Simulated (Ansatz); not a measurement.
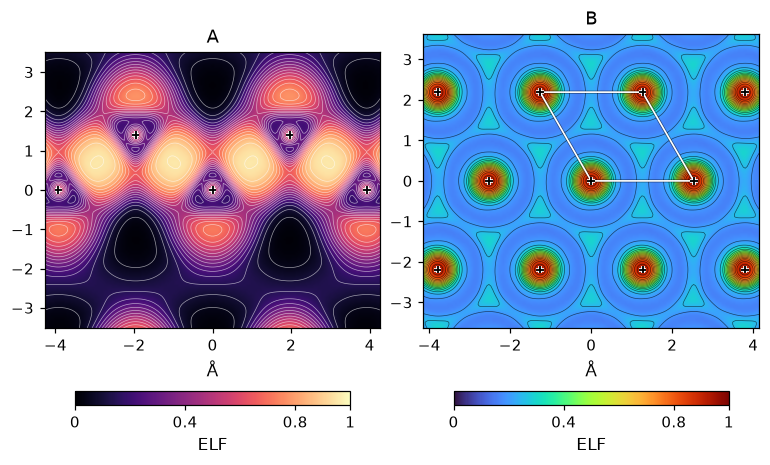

The electron localisation function of 2 systems, each on a plane through atoms (crosses mark nuclei in the plane).

Method: DFT r2SCAN, scalar-relativistic, plane waves, PAW (Ansatz).

System 1: Si, the (100) plane of the conventional cell. Space group C2/m; a structure from a database of computed crystals, not necessarily the ambient phase; changed on purpose from its base cell (strain -0.0200 x Voigt [1, -1, 0, 0, 0, 0], atoms carried along); not relaxed (largest force 0.4 eV/Å).

```xyz
16
Lattice="13.5681 0.0000 -0.0023 0.0000 3.9242 0.0000 -0.7338 0.0000 6.2941" Properties=species:S:1:pos:R:3 pbc="T T T"
Si    0.1131    0.0000    5.5023
Si    6.8972    1.9621    5.5011
Si    5.9371    1.9621    0.7906
Si   12.7212    0.0000    0.7895
Si    0.3212    1.9621    4.1129
Si    7.1053    0.0000    4.1117
Si    5.7290    0.0000    2.1800
Si   12.5130    1.9621    2.1788
Si    2.8453    0.0000    0.3607
Si    9.6294    1.9621    0.3595
Si    3.2049    1.9621    5.9322
Si    9.9890    0.0000    5.9311
Si    2.6511    1.9621    3.6849
Si    9.4351    0.0000    3.6837
Si    3.3991    0.0000    2.6080
Si   10.1832    1.9621    2.6068
```

System 2: Cu, the (010) plane of the conventional cell. Space group P2₁/m; a structure from a database of computed crystals, not necessarily the ambient phase; not relaxed (largest force 0.9 eV/Å); computed pressure about 4 GPa in this cell; computed without spin polarisation.

### Which map belongs to which system?

Panel A is system 1, Si: the plane holds Si. Si–Si (2.41 Å): the ELF peaks at about 0.95 between the atoms: localised, covalent bonding. Panel B is system 2, Cu: the plane holds Cu. Cu–Cu (2.53 Å): the ELF is about 0.25 at the midpoint (no shared electron pair shows on this line).
